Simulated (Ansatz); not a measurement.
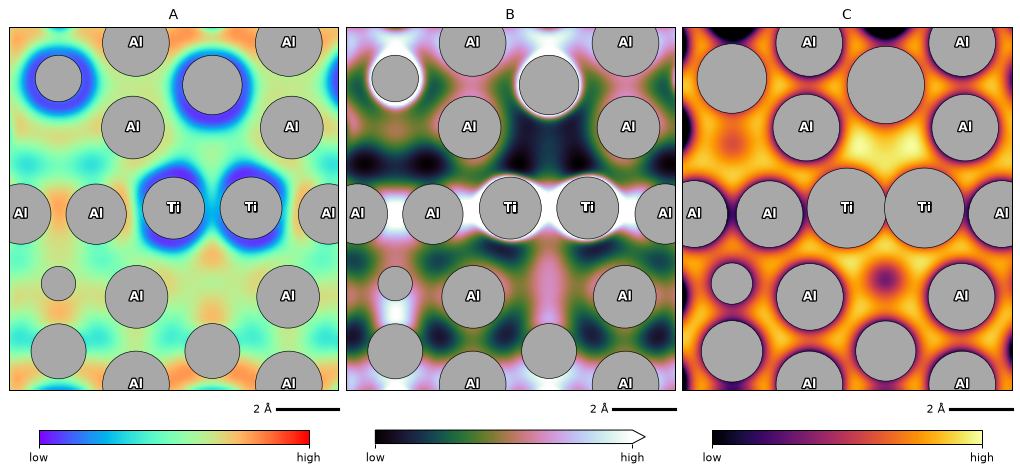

TiAl$_{3}$: 3 fields on the (101̄) plane of the standardised cell, with unlabelled colour scales. Grey discs cover the atomic cores.

Space group P1; a generated structure, not necessarily the stable one; not relaxed (largest force 0.3 eV/Å); computed without spin polarisation.

Theory: DFT r2SCAN, scalar-relativistic, plane waves, PAW (Ansatz).

```
CELL_PARAMETERS angstrom
0.15536 -7.10399 7.10640
0.08800 7.08734 7.07689
-5.14295 0.11324 -0.04598
ATOMIC_POSITIONS crystal
Ti 0.36643 0.00000 0.41447
Ti 0.86643 0.50000 0.41447
Ti 0.01430 0.37407 0.92487
Ti 0.51430 0.87407 0.92487
Ti 0.86097 0.00019 0.34065
Ti 0.36097 0.50019 0.34065
Ti 0.51454 0.12576 0.92538
Ti 0.01454 0.62576 0.92538
Al 0.99638 0.24854 0.41388
Al 0.49638 0.74854 0.41388
Al 0.00010 0.12247 0.89230
Al 0.50010 0.62247 0.89230
Al 0.50015 0.37740 0.89469
Al 0.00015 0.87740 0.89469
Al 0.26036 0.00001 0.90946
Al 0.76036 0.50001 0.90946
Al 0.49638 0.25166 0.41450
Al 0.99638 0.75166 0.41450
Al 0.75850 0.25345 0.64830
Al 0.25850 0.75345 0.64830
Al 0.25686 0.49983 0.85075
Al 0.75686 0.99983 0.85075
Al 0.25228 0.24194 0.15247
Al 0.75228 0.74194 0.15247
Al 0.61313 0.00020 0.43206
Al 0.11313 0.50020 0.43206
Al 0.11574 0.00007 0.42554
Al 0.61574 0.50007 0.42554
Al 0.75225 0.25827 0.15223
Al 0.25225 0.75827 0.15223
Al 0.25889 0.24619 0.64858
Al 0.75889 0.74619 0.64858
```

Which field does each panel show? The fields are: electron localisation function, electrostatic potential energy of an electron and valence pseudo-density.

Panel A: electron localisation function. Panel B: valence pseudo-density. Panel C: electrostatic potential energy of an electron (low next to the atoms, rising into the space between them). From the grid: Al–Al (2.45 Å): ρ is about 0.31 e/Å³ halfway; the ELF peaks at about 0.75 between the atoms.
